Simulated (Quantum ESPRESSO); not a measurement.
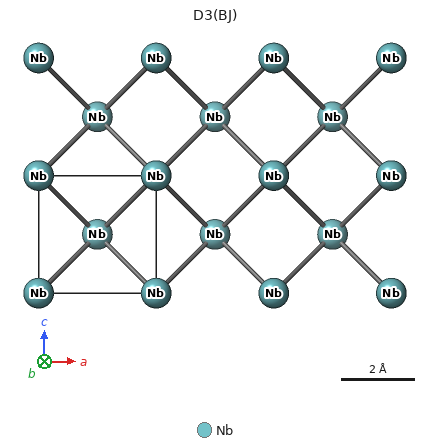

Solid Nb (set up in Im-3m), relaxed (cell and atoms) with several dispersion corrections. The picture shows the result with D3(BJ). Style: ball-and-stick. Shown: the conventional cell (2 times the calculation's cell), repeated 3 × 1 × 2 with one cell outlined, along the b axis. Lengths and directions refer to the drawn axes.

Computed with Quantum ESPRESSO 7.5: PBEsol, GBRV 1.5 PBEsol. Set-up: plane-wave cutoff 612.3 eV; k-point mesh 11 × 11 × 11; occupations fermi-dirac; smearing width 0.05 eV; optimiser FIRE; no spin polarisation.

```csv
dispersion correction,volume (Å³/atom),a (Å)
D3(BJ),16.995,3.239
D3,?,?
none,17.545,3.274
D4,17.379,3.264
```

Question: Fill in the missing row.

Answer: With D3 the volume falls between D3(BJ) (16.995) and D4 (17.379). The calculation gives 17.100 Å³/atom (a = 3.246 Å). In order of volume: D3(BJ) < D3 < D4 < none; the spread is 3.2 %.
